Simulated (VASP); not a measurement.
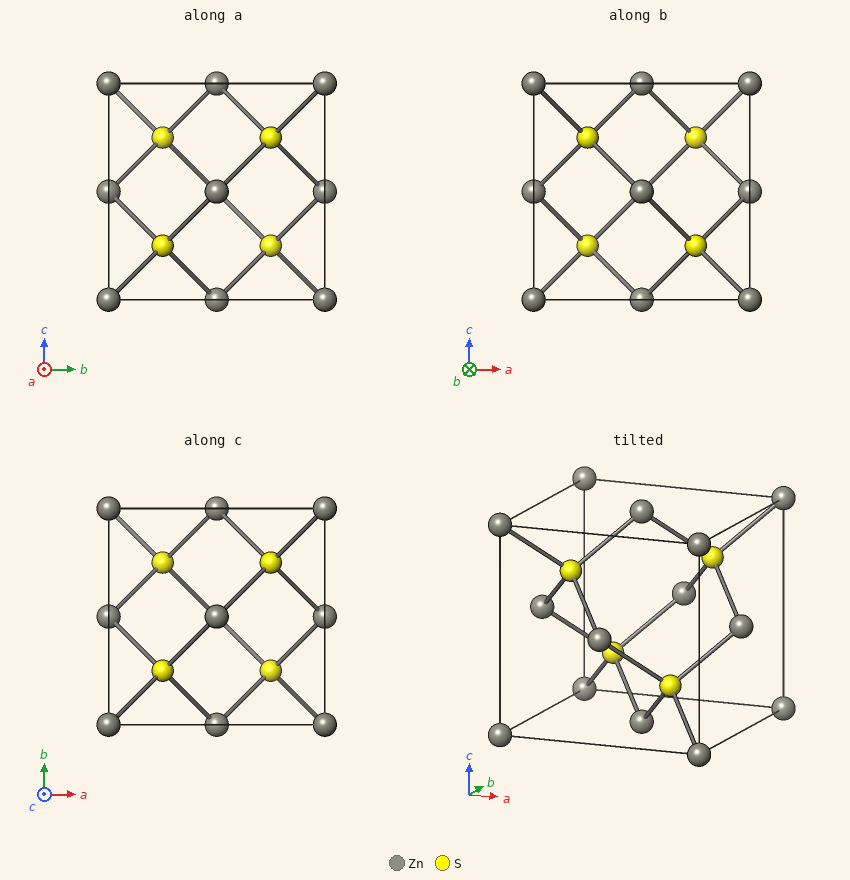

Crystal structure, ball-and-stick style, seen along the a axis, along the b axis, along the c axis and slightly off an axis. Atoms at the boundary of the conventional unit cell (the box) are drawn once for each face, edge or corner they touch.

Lattice parameters: a = 5.388 Å, b = 5.388 Å, c = 5.388 Å, α = 90.00°, β = 90.00°, γ = 90.00°.

**Give the structure in the form of a table of Wyckoff sites.**

Space group F-43m (No. 216).
| atom | site | x | y | z |
| --- | --- | --- | --- | --- |
| Zn | 4a | 0.0000 | 0.0000 | 0.0000 |
| S | 4d | 0.2500 | 0.2500 | 0.7500 |

It derives from a structure type filled with these elements by a generator (whether the compound takes this form wasn't checked). Earlier steps of the study may have refined or changed the cell and positions. It was run through VASP as a DFT input.
